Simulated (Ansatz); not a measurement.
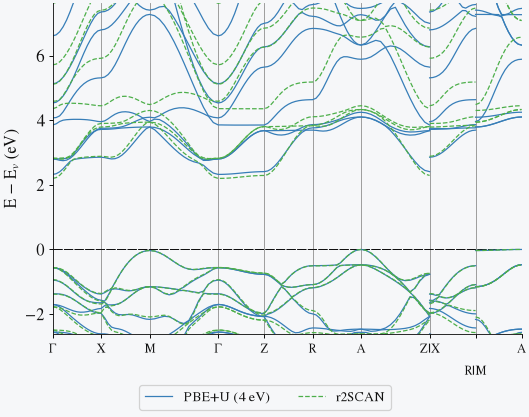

Band structures of BaTiO₃, space group P4mm (No. 99), 5 atoms in the cell, by two methods on the same cell. Each is counted from its own valence-band top.

> How do the methods compare?

PBE+U (4 eV) gives a gap of 2.32 eV along the path and r2SCAN gives a gap of 2.20 eV along the path. Over the top 3 filled bands the two differ by 0.01 eV on average.

Settings. PBE+U (4 eV): DFT PBE+U, scalar-relativistic, plane waves, PAW, Ueff = 4 eV on Ti d, spin-polarised, 8×8×8 k mesh, 420 eV cutoff, Gaussian smearing of 0.02 eV (Ansatz 0.2.0). r2SCAN: DFT r2SCAN, scalar-relativistic, plane waves, PAW, spin-polarised, 8×8×8 k mesh, 500 eV cutoff (Ansatz).

The run may have settled in a state above the lowest, so this need not be the ground state. The atoms aren't at rest in this cell (largest force 0.3 eV/Å), so the relaxed material can differ. Some starting moments didn't survive the run.
